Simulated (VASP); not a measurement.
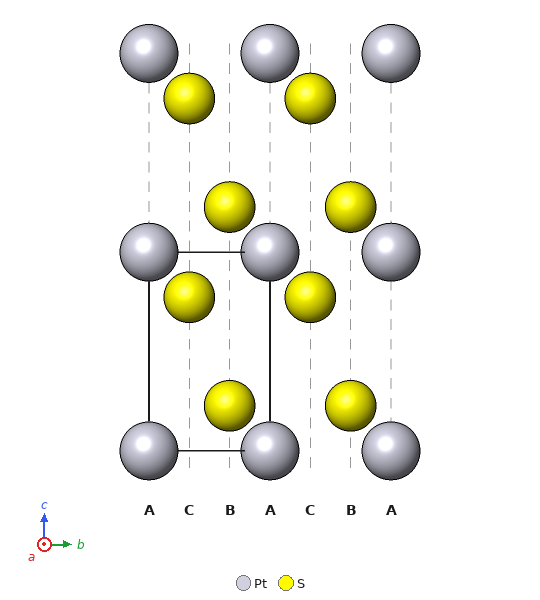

The picture looks along a close-packed row of the hexagonal mesh; c points upwards. The dashed lines mark the three columns A (0, 0), B (1/3, 2/3) and C (2/3, 1/3). The sequence starts with the first layer at or above the cell's origin.

System PtS2; source of the atomic positions: an entry of the Crystallography Open Database, as set up for an electronic-structure calculation.

> Read off the stacking sequence over one period.

Pt(A) – S(B) – S(C) (three layers in 5.04 Å).

> How are the S layers alone stacked?

S layers alone: BC, the hexagonal close-packed type.

> Which positions between or in the S layers do the other atoms fill?

Pt: one octahedral site, counted in one hexagonal cell. One of the two gaps between S layers is empty, 2.75 Å wide.

> What short polytype symbol fits?

Polytype symbol 1T, the symbol of a layered MX2 polytype (number of slabs in the repeat and lattice).
